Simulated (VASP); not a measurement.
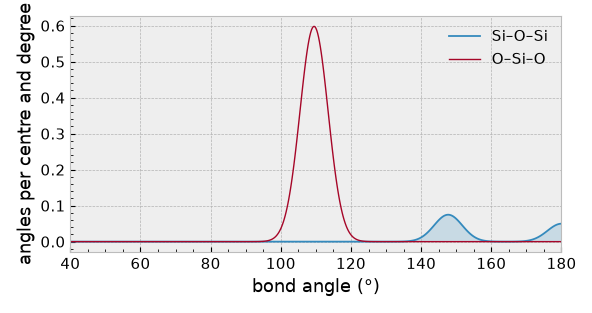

Bond-angle distributions computed from the structure of SiO₂; each angle is a Gaussian of σ = 4.0°. Bonds counted: O–Si up to 2.05 Å. It is based on the end point of a relaxation with VASP Kohn-Sham DFT of a periodic cell, LDA, VASP PAW LDA potentials, recommended in VASP 6.6.1.

**Give the groups of angles for each curve.**

Si–O–Si: 148° (0.75 per centre); 180° (0.25 per centre)
O–Si–O: 109–110° (6 per centre)

**What coordination geometry do the angles point to, counting the bonds named above alone?**

Si has 4 O neighbours in a tetrahedral arrangement.

The structure has space group P6_322 (No. 182); other forms of this composition would give other results.
